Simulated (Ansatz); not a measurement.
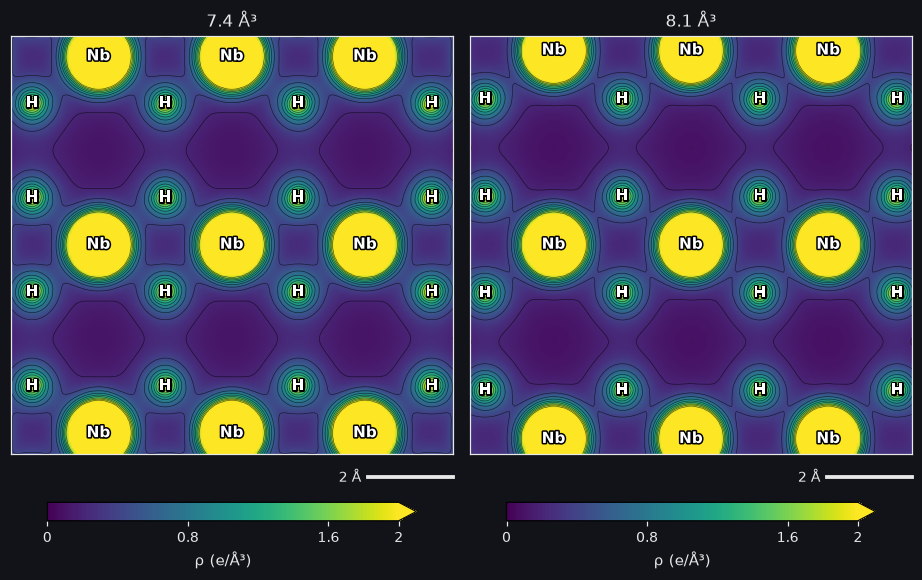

NbH2. The valence charge density (pseudo) of cells scaled evenly to different volumes (given per atom above each panel), on the (101̄) plane of each (indices in the axes of the cell below), at one length scale and on one colour scale.

Computed without spin polarisation.

These are results of DFT r2SCAN, scalar-relativistic, plane waves, PAW in Ansatz, not measurements.

Core electrons are frozen (PAW), and the valence fields are smoothed inside the atomic spheres.

The largest cell:

```xyz
3
Lattice="0.0000 2.2959 2.2959 2.2959 0.0000 2.2959 2.2959 2.2959 0.0000" Properties=species:S:1:pos:R:3 pbc="T T T"
Nb    0.0000    0.0000    0.0000
H     1.1480    1.1480    1.1480
H     3.4439    3.4439    3.4439
```

| volume (Å³/atom) | Nb–H contact in the plane (Å) | ρ at its midpoint (e/Å³) | pressure (GPa) | 
| --- | --- | --- | --- |
| 7.36 | 1.929 | 0.752 | 13.1 | 
| 7.83 | 1.969 | ? | ? | 
| 8.07 | 1.988 | 0.643 | −5.2 | 

### What values belong in the row with question marks?

Over the known rows ln ρ falls by 2.65 per Å of Nb–H distance (the line through the two), which gives 0.676 e/Å³ at 1.969 Å; the calculation gives 0.677 e/Å³. For the pressure, a straight line in volume between the neighbouring rows gives 1.0 GPa; the calculation gives 0.0, lower because pressure rises ever faster on compression.
